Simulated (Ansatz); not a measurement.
**Single point of Ni**

The task is one self-consistent run of Ni. Ni is taken in the measured crystal structure (space group Fm-3m), 1 atom in the cell. Source: COD entry 9012991, which need not be the ambient phase.

Method: DFT PBE, PAW, plane waves, scalar-relativistic, in Ansatz 0.2.0.

**1. The structure to begin with**

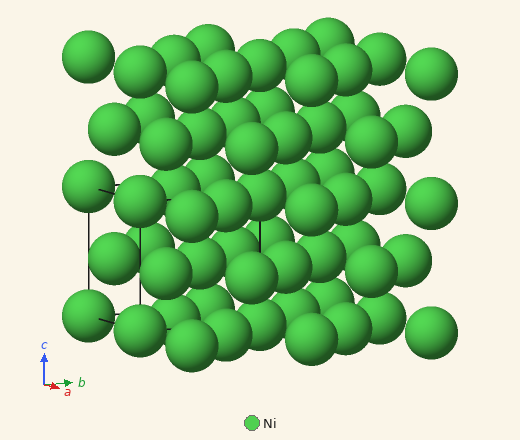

The starting structure, seen slightly off an axis (nickel green). 2×2×2 cells are drawn. Atoms on the faces are drawn again on the opposite ones. The cell drawn here is the conventional one.

As a file:

```cif
data_structure
_symmetry_space_group_name_H-M 'P 1'
_symmetry_Int_Tables_number 1
_cell_length_a 2.5008
_cell_length_b 2.5008
_cell_length_c 2.5008
_cell_angle_alpha 60.000
_cell_angle_beta 60.000
_cell_angle_gamma 60.000
_cell_volume 11.06
loop_
_atom_site_label
_atom_site_type_symbol
_atom_site_fract_x
_atom_site_fract_y
_atom_site_fract_z
_atom_site_occupancy
Ni1 Ni 0.00000 0.00000 0.00000 1
```

In tables a label like Ni1 counts atoms in the order of input.yaml; a structure file may count by element.

The search for lower states is off throughout, and inputs that name a mixer don't switch to direct minimisation unless they say so. Spin is collinear, with starting moments Ni1 2.00 μB. β is the mixing step of the charge; the magnetisation has a step of its own, which the program sets unless it is named.

**2. The run**

input.yaml

```yaml
crystal:
  lattice:
    - [0.0, 1.76835, 1.76835]
    - [1.76835, 0.0, 1.76835]
    - [1.76835, 1.76835, 0.0]
  atoms:
    - { symbol: Ni, position: [0.0, 0.0, 0.0], spin: 2.0 }
magnetization:
  spin_polarized: true
hamiltonian:
  xc: pbe
  pseudopotentials: { kind: paw }
basis:
  ecutwfc: 420
kpoints:
  mp_grid: { grid: [15, 15, 15] }
scf:
  occupations: { method: fermi_dirac, width: 0.1 }
  lower_state_search: "off"
  n_extra_bands: 0
  max_iter: 60
output:
  forces: true
  stress: true
```

Started as:

```sh
$ ansatz run input.yaml --threads 2 --pin off --max-ram 5120MiB --backend cpu --events-out ev --progress --plain --runs-dir out
```

Output:

```text
Error: inconsistent input (scf.n_extra_bands): n_bands = 9 cannot host the net starting moment |Σ_I m_I| = 2.0000 μB: with N_el = 18 the majority spin channel must hold (N_el + |M|)/2 = 10.0000 electrons at no more than one per band — at least 10 bands (9 bands cap the reachable moment at 2·n_bands − N_el = 0.0000 μB); raise scf.n_extra_bands until at least 10 bands are solved (omitted, it auto-derives to 14)
```

Run time: 0.06 s. Hardware: 2 threads of Arm Neoverse V1, shared host; peak memory 0.07 GiB.

**3. What went wrong**

The program refused this input, so nothing ran. Its message: inconsistent input (scf.n_extra_bands): n_bands = 9 cannot host the net starting moment |Σ_I m_I| = 2.0000 μB: with N_el = 18 the majority spin channel must hold (N_el + |M|)/2 = 10.0000 electrons at no more than one per band — at least 10 bands (9 bands cap the reachable moment at 2·n_bands − N_el = 0.0000 μB) [...]

Each of these is now tried alone: 12 bands beyond the filled ones; back to the default settings.

**4. 12 bands beyond the filled ones**

Changes to input.yaml since step 2:

```diff
@@ -19,3 +19,3 @@
   lower_state_search: "off"
-  n_extra_bands: 0
+  n_extra_bands: 12
   max_iter: 60
```

Started as:

```sh
$ ansatz run input.yaml --threads 2 --pin off --max-ram 5120MiB --backend cpu --events-out ev --progress --plain --runs-dir out
```

Output:

```text
scf.n_extra_bands = 12 over 9 filled bands (N_el = 18.0): the run solves 21 bands
Engine: ansatz 0.2.0, aarch64-unknown-linux-gnu
Pseudopotentials: kind: paw
Pseudopotential: Ni, paw, valence charge 18, recommended cutoff 420 eV (normal), Ni.paw.azcp
Functional definition: PBE
  parameter kappa = 0.804
  parameter beta = 0.06672455060314922
  exchange = pbe_x(kappa = kappa, mu = beta*pi^2/3)
  correlation = pbe_c(beta = beta)
Crystal: 1 atoms, lattice volume = 11.059 Å³
Basis set: ecut = 420 eV, 181 PW (Γ), exchange–correlation on 36×36×36 points (8 copies of the dense FFT grid, shifted against one another)
Bands: 21, of which v1, the nominal top of the filled ones, is band 9 counted from 1 (8 counted from 0)
Symmetry: 48 space group operations
Space group: Fm-3m (ITA 225), of the structure as read, at distance tolerance 2.2e-5 Å
Magnetic group: BNS 225.116 (UNI 1618), of the structure as read, at distance tolerance 2.2e-5 Å
k-points: 120 of 3375
Non-local potential: Ni, projectors of the file, l = 0: 3, l = 1: 2, l = 2: 3, l = 3: 1
PAW form: soft (Blöchl's): semilocal exchange-correlation on the pseudo side does not see the compensation charge
PAW one-centre angular grid: Ni, 590 points (default); XC on 64 Gauss nodes
Initial density: superposition of atomic densities (chi_scale 0.1, normalization cell)
Starting moments: Σ|m| = 2 μB on 1 of 1 site
Initial wavefunctions: pseudopotential atomic-orbital guess
Functional: x = pbe(κ = 0.804, μ = 0.2195149727645171), c = pbe(β = 0.06672455060314922)
iter 1 solved again at ethr=8.45e-5 eV; its pass at ethr=3.10e-3 eV (dr2=1.52e-2 eV) is discarded
SCF iter   1: F=—  HF=-5839.472571 eV  |F-HF|=—  |Δ(HF+E_count)|=         —  Δρ=1.28e-1 (↑1.14e-1 ↓1.28e-1)  dr2=1.37e-2  dr2_m=1.47e0  M=0.934 μB ∫|m|=1.043 μB  β_m=0.30  ethr=8.45e-5  ⟨swp⟩=2.1  Hψ=30293  notcnv=0
Mixer restart at iter 1: flushing history
preconditioner: auto → none  [metal: Δε(μ)=0.012 eV  Ē_g=31.885 eV  σ=0.100 eV  W_gap=0.03  n_scr=0 (ndim 8)  ℏωp=35.3 eV  f_vac=0.000  D(μ)=1.47/eV (n_scr^D=14)]
spin-set hold released at iteration 1 (the charge has settled, or the pull on large starting moments outlasts its swing): the magnetisation degrees of freedom join the quasi-Newton model from the next iteration; the mixer history was flushed
SCF iter   2: F=—  HF=-5839.582767 eV  |F-HF|=—  |Δ(HF+E_count)|=   1.10e-1  Δρ=9.62e-2 (↑8.80e-2 ↓9.62e-2)  dr2=5.24e-3  dr2_m=8.56e-1  M=0.888 μB ∫|m|=1.000 μB  β_m=0.65  ethr=7.61e-5  ⟨swp⟩=2.4  Hψ=7988  notcnv=0
SCF iter   3: F=—  HF=-5839.756365 eV  |F-HF|=—  |Δ(HF+E_count)|=   1.74e-1  Δρ=3.00e-2 (↑2.94e-3 ↓3.00e-2)  dr2=5.78e-2  dr2_m=2.26e-2  M=0.653 μB ∫|m|=0.775 μB  β_m=0.50  ethr=2.91e-5  ⟨swp⟩=2.0  Hψ=9641  notcnv=0
SCF iter   4: F=—  HF=-5839.746465 eV  |F-HF|=—  |Δ(HF+E_count)|=   9.90e-3  Δρ=1.00e-2 (↑1.00e-2 ↓4.73e-3)  dr2=1.30e-3  dr2_m=5.39e-3  M=0.658 μB ∫|m|=0.775 μB  β_m=0.61  ethr=2.91e-5  ⟨swp⟩=2.2  Hψ=10220  notcnv=0  defer=268
SCF iter   5: F=—  HF=-5839.747173 eV  |F-HF|=—  |Δ(HF+E_count)|=   7.07e-4  Δρ=2.58e-3 (↑2.58e-3 ↓1.75e-3)  dr2=1.80e-4  dr2_m=3.65e-4  M=0.643 μB ∫|m|=0.748 μB  β_m=0.80  ethr=7.23e-6  ⟨swp⟩=1.9  Hψ=6885  notcnv=0  defer=270
SCF iter   6: F=—  HF=-5839.747899 eV  |F-HF|=—  |Δ(HF+E_count)|=   7.26e-4  Δρ=1.03e-3 (↑1.03e-3 ↓3.24e-4)  dr2=1.00e-4  dr2_m=1.66e-5  M=0.645 μB ∫|m|=0.737 μB  β_m=0.87  ethr=1.00e-6  ⟨swp⟩=2.3  Hψ=5680  notcnv=0  defer=270
SCF iter   7: F=—  HF=-5839.747895 eV  |F-HF|=—  |Δ(HF+E_count)|=   3.81e-6  Δρ=1.27e-4 (↑3.28e-5 ↓1.27e-4)  dr2=5.79e-7  dr2_m=5.60e-7  M=0.643 μB ∫|m|=0.733 μB  β_m=0.93  ethr=5.58e-7  ⟨swp⟩=1.6  Hψ=4519  notcnv=0  defer=270
SCF iter   8: F=—  HF=-5839.747897 eV  |F-HF|=—  |Δ(HF+E_count)|=   1.69e-6  Δρ=2.38e-5 (↑7.95e-6 ↓2.38e-5)  dr2=4.09e-8  dr2_m=1.44e-8  M=0.643 μB ∫|m|=0.733 μB  β_m=0.97  ethr=5.56e-10  ⟨swp⟩=2.9  Hψ=14746  notcnv=0
SCF iter   9: F=-5839.747897 eV  HF=-5839.747897 eV  |F-HF|=5.28e-11  |Δ(HF+E_count)|=   1.94e-9  Δρ=4.18e-6 (↑8.69e-7 ↓4.18e-6)  dr2=5.34e-10  dr2_m=6.28e-10  M=0.643 μB ∫|m|=0.733 μB  ethr=2.27e-10  ⟨swp⟩=2.1  Hψ=12311  notcnv=0
SCF 1 converged in 9 iterations: F = -5839.747897 eV  dr2 = 5.34e-10
SCF converged after 9 iterations
Magnetization: 0.6433 μB (9.3217 up, 8.6783 down)
Absolute magnetization: 0.7337 μB (∫|ρ↑−ρ↓|, with the PAW one-centre terms)
Spin contamination: 0.0071 ħ² per cell (⟨S²⟩ above its minimum at these occupations)
Per-site moments (μB) at R_I (Å): [(0.681734079076188, 1.0315901281217659)]
Free energy (F): -5839.747897 eV
Harris-Foulkes:  -5839.747897 eV  (|F-HF|=5.28e-11)
Internal energy: -5839.695165 eV  (E = F + TS)
E sigma→0 (E₀):  -5839.721531 eV
Entropy (-TS):   -0.052732 eV (-52.732 meV/atom)
Fermi energy:    17.805569 eV
--- Per-component energies (eV) ---
  E_band       = -290.305155
  E_kinetic    = 281.770680
  E_local      = -3463.995586  (includes V_loc(G=0)·N_el)
  E_nonlocal   = 635.719509
  E_hartree    = 1445.307394
  E_xc         = -84.633248
  E_vxc        = -109.122866  (∫ρ·V_xc dr)
  E_paw        = -1629.773307  (= ΣΔE_a)
  E_vpaw       = -525.293859  (= ΣTr[D̂ρ^β])
  E_aug_tail   = 0.000475  (compensation charges beyond the density's cutoff)
  E_ewald      = -3024.091081
  E_smearing   = -0.052732  (= −TS)
  E_closure    = 0.000000  (closes the sum)
  Σ components = -5839.747897   (vs F -5839.747897, Δ=0.00e0)
--- Forces (eV/Å), atoms counted from 1 ---
  atom   1  Ni    -0.00000000     0.00000000    -0.00000000
  max |Σ_I F_I| component: 6.57e-32 eV/Å
--- Stress (GPa, compression-positive) ---
       -2.568463      -0.000000       0.000000
       -0.000000      -2.568463       0.000000
        0.000000      -0.000000      -2.568463
  P = ⅓ Tr σ = -2.5685 GPa (-25.685 kbar)
```

It took 2.3 s on 2 threads of Arm Neoverse V1, shared host; peak memory 0.28 GiB.

The run closes after 9 iterations, ferromagnetic, site moments Ni1 0.68 μB, total 0.64 μB per cell, no gap on the k-mesh.

**5. Back to the default settings**

Changes to input.yaml since step 2:

```diff
@@ -19,4 +19,2 @@
   lower_state_search: "off"
-  n_extra_bands: 0
-  max_iter: 60
 output:
```

Started as:

```sh
$ ansatz run input.yaml --threads 2 --pin off --max-ram 5120MiB --backend cpu --events-out ev --progress --plain --runs-dir out
```

Its history (converged in 9 iterations):

```csv
iteration,Harris–Foulkes energy + 5840 (eV),largest residual (eV),M (μB),∫|m| (μB)
1,0.5274,1.47e+00,0.93,1.04
2,0.4172,8.56e-01,0.89,1.00
3,0.2437,5.75e-02,0.65,0.78
4,0.2535,5.35e-03,0.66,0.78
5,0.2528,3.65e-04,0.64,0.75
6,0.2521,9.88e-05,0.65,0.74
7,0.2521,5.31e-07,0.64,0.73
8,0.2521,5.37e-08,0.64,0.73
9,0.2521,1.09e-09,0.64,0.73
```

Wall time 1.9 s (2 threads of Arm Neoverse V1, shared host); peak memory 0.27 GiB.

Converged in 9 iterations, ferromagnetic, site moments Ni1 0.68 μB, total 0.64 μB per cell, no gap on the k-mesh. Against step 4: the same free energy.

**6. The histories together**

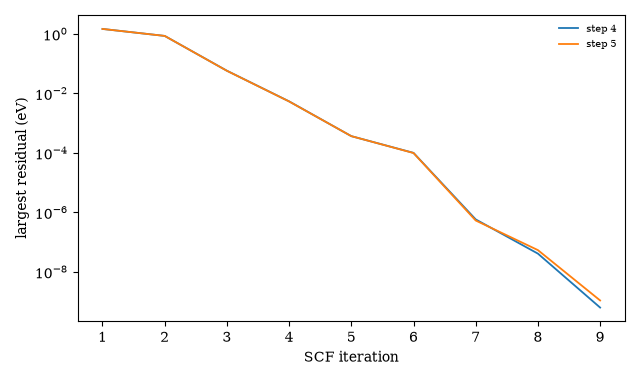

Residual along the iterations.

**7. What came out**

```
                               quantity                                                                                  value
                              first try                                                                          input refused
step 4: 12 bands beyond the filled ones                                                              converged in 9 iterations
           step 5: the default settings                                                              converged in 9 iterations
                state reached in step 4  ferromagnetic, site moments Ni1 0.68 μB, total 0.64 μB per cell, no gap on the k-mesh
                    largest force there                                                                             0.000 eV/Å
```

**Reading.** The run converges under 2 of the 2 changes tried; with “12 bands beyond the filled ones” it takes 9 iterations.
